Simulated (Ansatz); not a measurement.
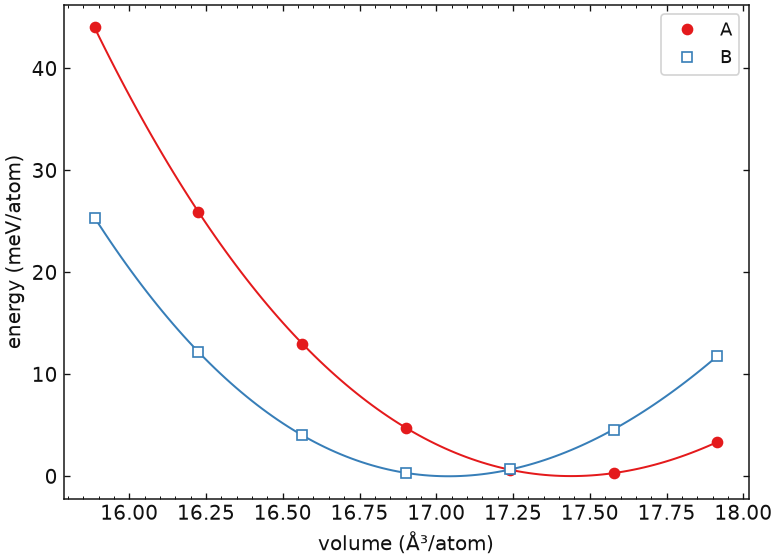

The figure compares two calculations of the energy against volume, each curve from its own zero. The first is for SrO, space group Fm-3m (No. 225).

The cell holds 2 atoms.

Computed with Ansatz 0.2.0: plane-wave DFT, non-collinear spins; energies at scaled volumes of the given cell, shape and fractions fixed, counted from the fit's minimum, third-order Birch-Murnaghan fit. Level: BLYP with D3(BJ)+ATM, noncollinear.

k mesh 9×9×9; occupations Fermi–Dirac; smearing width 0.05 eV; potentials Ansatz PAW; wave cutoff 420 eV; density cutoff 1680 eV.

In the second, the level changes from BLYP with D3(BJ)+ATM, noncollinear to BLYP with D4, no spin polarisation.

> Which of A and B is the second calculation, and what did the change do?

A. The equilibrium volume rises from 17.04 to 17.44 Å³/atom (+2.3 %) and the bulk modulus falls from 91.9 to 86.4 GPa (−6.0 %).

For both, noncollinear, limits of the calculation: the functional was run on potentials made for another functional.

V0 and the bulk modulus come from third-order Birch–Murnaghan fits.
